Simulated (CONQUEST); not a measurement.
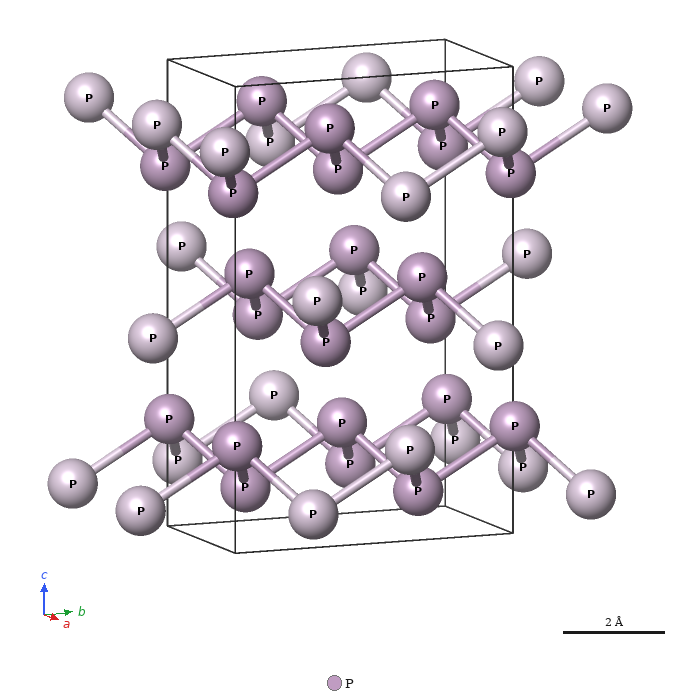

**Figure 1.** The structure as given in the input (ball-and-stick view of the cell of the calculation, seen slightly off an axis; neighbours outside the cell are drawn fainter). Near neighbours in the crystal (not all of them lie inside the picture): P has 3 P at 2.24 to 2.37 Å.

**Geometry relaxation, with input and output: P (part 1 of 2)**

System: P (P-1, 12 atoms in the cell).
Method: Kohn-Sham DFT of a periodic cell, PBEsol, PseudoDojo NC PBEsol, spin-polarised (CONQUEST 1.3).

The structure derives from a Materials Project entry. It belongs to a series of runs on one base structure; here: atoms moved at random by about 0.1 A.

**The input**
```
IO.Title P
IO.Coordinates coords.dat
IO.FractionalAtomicCoords F
IO.Iprint 2
IO.Iprint_init 1
General.NumberOfSpecies 2
General.PseudopotentialType hamann
AtomMove.TypeOfRun sqnm
AtomMove.FullStress T
Grid.GridCutoff 120
DM.SolutionMethod diagon
Diag.MPMesh T
Diag.GammaCentred T
Diag.MPMeshX 5
Diag.MPMeshY 3
Diag.MPMeshZ 2
Diag.kT 0.00183747
minE.SCTolerance 1e-6
SC.MaxIters 100
IO.AtomChargeOutput T
Spin.SpinPolarised T
Spin.FixSpin F
SC.LinearMixingFactor 0.3
SC.MaxPulay 8
AtomMove.NumSteps 30
AtomMove.WriteExtXYZ T
AtomMove.OutputFreq 1
AtomMove.WriteXSF F
AtomMove.MaxForceTol 5e-4
%block ChemicalSpeciesLabel
1 30.970 P_1
2 30.970 P_2
%endblock
%block P_1
Atom.SpinNeUp 2.7500
Atom.SpinNeDn 2.2500
%endblock
%block P_2
Atom.SpinNeUp 2.3750
Atom.SpinNeDn 2.6250
%endblock
```

Run as:
```bash
Conquest
```

**Log**
```
Simulation cell dimensions:     6.5223 a0 x    11.2969 a0 x    17.7427 a0

      Atomic coordinates (a0)
         Atom         X         Y         Z  Species
            1    0.1123    0.0235    4.0879        1
            2    0.1123    3.7892   15.9164        2
            3    0.1123    7.5548   10.0022        1
            4    3.3734    1.9063   10.0022        2
            5    3.3734    5.6720    4.0879        1
            6    3.3734    9.4376   15.9164        2
            7    0.0080    3.6714    7.7888        1
            8    0.0080    7.4371    1.8745        2
            9    0.0080   11.2027   13.7030        1
           10    3.2691    1.7886    1.8745        2
           11    3.2691    5.5543   13.7030        1
           12    3.2691    9.3199    7.7888        2

         Monkhorst-Pack mesh:   5 x   3 x   2 gamma-centred
        This calculation includes non-local pseudopotentials,
         with a maximum core radius of      6.72548408

    Job title: P
    Job to be run: SQNM atomic relaxation

    Ground state search:
      Support functions represented with PAO basis
      1:1 PAO to SF mapping
      Spin-polarised electrons; population difference free
      Solving for the K matrix using diagonalisation
      Using Fermi-Dirac smearing

    Integration grid size:     36 x   60 x   96

    Integration grid spacing:  0.181 a0 x 0.188 a0 x 0.185 a0

    Number of species:  2
    --------------------------------------------------------
    |   #  mass (au)  Charge (e)  SF Rad (a0)  NSF  Label  |
    --------------------------------------------------------
    |   1     30.970       5.000        6.966    4  P_1    |
    |   2     30.970       5.000        6.966    4  P_2    |
    --------------------------------------------------------
          SCF tolerance:                 0.00000100
          SCF iterations:               100

    LibXC version:  6. 2. 2
    Using the GGA functional Perdew, Burke & Ernzerhof SOL
    Using the GGA functional Perdew, Burke & Ernzerhof SOL

           radial cut-off to be used is taken to be max PAO cut-off radius for this species:    6.725484

           greatest ang. mom. for making density from PAOs:  1

           radial cut-off to be used is taken to be max PAO cut-off radius for this species:    6.725484

           greatest ang. mom. for making density from PAOs:  1
    Minimum blocs/proc is     3240. Maximum blocs/proc is     3240
    set_atom_dens: In set_atomic_density, electrons (spin=1):      30.750000000000
    set_atom_dens: In set_atomic_density, electrons (spin=2):      29.250000000000
 matrix_size & matrix_size_padH =           48          48

    Screened ion int: energy:     -60.283438730782 Ha

    sqnm: starting SQNM atomic relaxation
    sqnm: Tolerance:   0.0005 Ha/a0 Maximum steps:   30
      PulayMixSC: Starting Pulay mixing, A_up =  0.300 A_dn =  0.300
      PulayMixSC: Spin populations are to be relaxed.
          Harris-Foulkes Energy            :       -82.435680667328711 Ha
          Free Energy (E-TS)               :       -82.435991600096827 Ha
      PulayMixSC: Pulay iteration     1 residual:              0.24424E-02
          Harris-Foulkes Energy            :       -82.410882458650107 Ha
          Free Energy (E-TS)               :       -82.411253625237762 Ha
      PulayMixSC: Pulay iteration     2 residual:              0.16031E-02
          Harris-Foulkes Energy            :       -82.399039193743121 Ha
          Free Energy (E-TS)               :       -82.399718969110779 Ha
      PulayMixSC: Pulay iteration     3 residual:              0.37365E-03
          Harris-Foulkes Energy            :       -82.400769729485688 Ha
          Free Energy (E-TS)               :       -82.401350169274451 Ha
      PulayMixSC: Pulay iteration     4 residual:              0.28138E-03
          Harris-Foulkes Energy            :       -82.399662531730186 Ha
          Free Energy (E-TS)               :       -82.400286858524140 Ha
      PulayMixSC: Pulay iteration     5 residual:              0.12807E-03
          Harris-Foulkes Energy            :       -82.399464953244888 Ha
          Free Energy (E-TS)               :       -82.400113629343025 Ha
      PulayMixSC: Pulay iteration     6 residual:              0.42456E-04
          Harris-Foulkes Energy            :       -82.399453078071105 Ha
          Free Energy (E-TS)               :       -82.400108531193865 Ha
      PulayMixSC: Pulay iteration     7 residual:              0.71864E-05
          Harris-Foulkes Energy            :       -82.399454173159739 Ha
          Free Energy (E-TS)               :       -82.400108211505568 Ha
      PulayMixSC: Pulay iteration     8 residual:              0.26035E-05
          Harris-Foulkes Energy            :       -82.399454141205865 Ha
          Free Energy (E-TS)               :       -82.400108096117563 Ha
      PulayMixSC: Pulay iteration     9 residual:              0.10694E-05
          Harris-Foulkes Energy            :       -82.399454247248286 Ha
          Free Energy (E-TS)               :       -82.400108119125917 Ha
      PulayMixSC: Pulay iteration    10 residual:              0.51319E-06
      PulayMixSC: Reached SCF tolerance of  0.51319E-06 after     10 iterations
      | Number of electrons (u/d)=        29.999803       30.000243
      | GS Energy as E-(1/2)TS   =       -82.399781183187102 Ha
      | Free Energy as E-TS      =       -82.400108119125917 Ha
      |* Harris-Foulkes energy   =       -82.399454247248286 Ha
      |* DFT total energy        =       -82.399454245657495 Ha

      force: Forces on atoms (Ha/a0)
      force:  Atom   X              Y              Z
      force:     1  -0.0121820215  -0.0083188056   0.0409429519
      force:     2  -0.0121824442  -0.0083182946   0.0409428642
      force:     3  -0.0121818938  -0.0083195610   0.0409416378
      force:     4  -0.0121819283  -0.0083231531   0.0409398537
      force:     5  -0.0121826902  -0.0083206318   0.0409410892
      force:     6  -0.0121820354  -0.0083219007   0.0409414043
      force:     7   0.0121283760   0.0083701109  -0.0409542073
      force:     8   0.0121290531   0.0083690947  -0.0409548567
      force:     9   0.0121284218   0.0083692725  -0.0409550351
      force:    10   0.0121286455   0.0083727010  -0.0409533973
      force:    11   0.0121290923   0.0083710989  -0.0409531719
      force:    12   0.0121284121   0.0083737024  -0.0409524226

      force: Maximum force :        0.04095504(Ha/a0) on atom         9 in z direction
      force: Force Residual:        0.04352153 Ha/a0
      force: Total stress:        -32.87878740    -1.77888322     2.87984271 GPa
                            -1.77888322   -31.29186402     1.91270382
                             2.87984271     1.91270382   -20.84743087
      force: Average pressure:     28.33936076 GPa

      get_E_and_F: Change in energy during last step of electronic optimisation: -0.10604E-06

    GeomOpt - Iter:    0 MaxF:   0.04095504 Ha/a0 E:     -82.39945425 Ha dE:     0.00000000 Ha

      back_lm: Initial energy is       -82.399454 Ha
      PulayMixSC: Starting Pulay mixing, A_up =  0.300 A_dn =  0.300
      PulayMixSC: Spin populations are to be relaxed.
          Harris-Foulkes Energy            :       -82.419473915999561 Ha
          Free Energy (E-TS)               :       -82.420085947791861 Ha
[... 58 further cycles ...]
      PulayMixSC: Pulay iteration     1 residual:              0.43337E-04
          Harris-Foulkes Energy            :       -82.440763167880064 Ha
          Free Energy (E-TS)               :       -82.441834887755817 Ha
      PulayMixSC: Pulay iteration     2 residual:              0.25743E-04
          Harris-Foulkes Energy            :       -82.440758407657171 Ha
          Free Energy (E-TS)               :       -82.441832868165832 Ha
      PulayMixSC: Pulay iteration     3 residual:              0.13791E-04
          Harris-Foulkes Energy            :       -82.440754153229946 Ha
          Free Energy (E-TS)               :       -82.441828763564558 Ha
      PulayMixSC: Pulay iteration     4 residual:              0.13596E-05
          Harris-Foulkes Energy            :       -82.440754303765488 Ha
          Free Energy (E-TS)               :       -82.441828839798916 Ha
      PulayMixSC: Pulay iteration     5 residual:              0.29335E-06
      PulayMixSC: Reached SCF tolerance of  0.29335E-06 after      5 iterations
      | Number of electrons (u/d)=        30.000029       30.000029
      | GS Energy as E-(1/2)TS   =       -82.441291571782202 Ha
      | Free Energy as E-TS      =       -82.441828839798916 Ha
      |* Harris-Foulkes energy   =       -82.440754303765488 Ha
      |* DFT total energy        =       -82.440754302189774 Ha
      get_E_and_F: Change in energy during last step of electronic optimisation: -0.15054E-06

      force: Forces on atoms (Ha/a0)
      force:  Atom   X              Y              Z
      force:     1   0.0004459262   0.0008125437   0.0004368281
      force:     2   0.0004489272   0.0008066598   0.0004287348
      force:     3   0.0004394683   0.0008117249   0.0004357129
      force:     4   0.0004407670   0.0008475248   0.0004512199
      force:     5   0.0004412542   0.0008351958   0.0004533546
      force:     6   0.0004441883   0.0008334567   0.0004415699
      force:     7  -0.0003789927  -0.0008224944  -0.0004521784
      force:     8  -0.0003816590  -0.0008157403  -0.0004548208
      force:     9  -0.0003815487  -0.0008186090  -0.0004581060
      force:    10  -0.0003818054  -0.0008408265  -0.0004592085
      force:    11  -0.0003830910  -0.0008410817  -0.0004680155
      force:    12  -0.0003789564  -0.0008503464  -0.0004635038

      force: Maximum force :        0.00085035(Ha/a0) on atom        12 in y direction
      force: Force Residual:        0.00102937 Ha/a0
      force: Total stress:        -22.85152598     0.05005206    -0.02823877 GPa
                             0.05005206   -23.24757897    -0.14716812
                            -0.02823877    -0.14716812   -12.93161623
      force: Average pressure:     19.67690706 GPa

      Simulation cell dimensions:     6.5223 a0 x    11.2969 a0 x    17.7427 a0

      Atomic coordinates (a0)
         Atom         X         Y         Z  Species
            1    0.0640   11.2792    4.2802        1
            2    0.0640    3.7480   16.1088        2
            3    0.0640    7.5136   10.1945        1
            4    3.3252    1.8649   10.1944        2
            5    3.3252    5.6307    4.2801        1
            6    3.3252    9.3964   16.1087        2
            7    0.0727    3.7074    7.5853        1
            8    0.0727    7.4730    1.6710        2
            9    0.0727   11.2387   13.4996        1
           10    3.3338    1.8246    1.6711        2
           11    3.3338    5.5903   13.4997        1
           12    3.3338    9.3560    7.5853        2
    sqnm: search direction has magnitude          0.02735048

    GeomOpt - Iter:   12 MaxF:   0.00085035 Ha/a0 E:     -82.44075430 Ha dE:    -0.00011154 Ha

    Force Residual:              0.00102937 Ha/a0
    Maximum force:               0.00085035 Ha/a0
    Force tolerance:             0.00050000 Ha/a0
    Energy change:              -0.00011154 Ha
      single_step: initial energy is       -82.440754 Ha
      PulayMixSC: Starting Pulay mixing, A_up =  0.300 A_dn =  0.300
      PulayMixSC: Spin populations are to be relaxed.
          Harris-Foulkes Energy            :       -82.441577380231351 Ha
          Free Energy (E-TS)               :       -82.442457016497670 Ha
      PulayMixSC: Pulay iteration     1 residual:              0.21645E-03
          Harris-Foulkes Energy            :       -82.441290089884376 Ha
          Free Energy (E-TS)               :       -82.442171319533216 Ha
      PulayMixSC: Pulay iteration     2 residual:              0.12789E-03
          Harris-Foulkes Energy            :       -82.441142723768223 Ha
          Free Energy (E-TS)               :       -82.442027261722345 Ha
      PulayMixSC: Pulay iteration     3 residual:              0.11435E-04
          Harris-Foulkes Energy            :       -82.441141611141745 Ha
          Free Energy (E-TS)               :       -82.442026036771821 Ha
      PulayMixSC: Pulay iteration     4 residual:              0.72078E-05
          Harris-Foulkes Energy            :       -82.441141681621815 Ha
          Free Energy (E-TS)               :       -82.442025619983781 Ha
      PulayMixSC: Pulay iteration     5 residual:              0.37992E-06
      PulayMixSC: Reached SCF tolerance of  0.37992E-06 after      5 iterations
      | Number of electrons (u/d)=        30.000030       30.000030
      | GS Energy as E-(1/2)TS   =       -82.441583650802798 Ha
      | Free Energy as E-TS      =       -82.442025619983781 Ha
      |* Harris-Foulkes energy   =       -82.441141681621815 Ha
      |* DFT total energy        =       -82.441141676081770 Ha
      get_E_and_F: Change in energy during last step of electronic optimisation: -0.70480E-07

      force: Forces on atoms (Ha/a0)
      force:  Atom   X              Y              Z
      force:     1   0.0002690458   0.0001559711   0.0000518055
      force:     2   0.0002601990   0.0001674767   0.0000494191
      force:     3   0.0002809869   0.0001510126   0.0000514931
      force:     4   0.0002665907   0.0000801547   0.0000300152
      force:     5   0.0002410048   0.0001005831   0.0000240677
      force:     6   0.0002663906   0.0000931635   0.0000438106
      force:     7  -0.0001404378  -0.0001790660  -0.0000262735
      force:     8  -0.0001084083  -0.0001848220  -0.0000484522
      force:     9  -0.0001422430  -0.0001743016  -0.0000301872
      force:    10  -0.0001432785  -0.0001047516  -0.0000372036
      force:    11  -0.0001327025  -0.0001251001   0.0000186692
      force:    12  -0.0001558293  -0.0000829531  -0.0000254619

      force: Maximum force :        0.00028099(Ha/a0) on atom         3 in x direction
      force: Force Residual:        0.00025516 Ha/a0
      force: Total stress:        -22.66719176     0.04117319    -0.04324104 GPa
                             0.04117319   -22.63138913     0.36828765
                            -0.04324104     0.36828765   -12.68718678
      force: Average pressure:     19.32858922 GPa
```
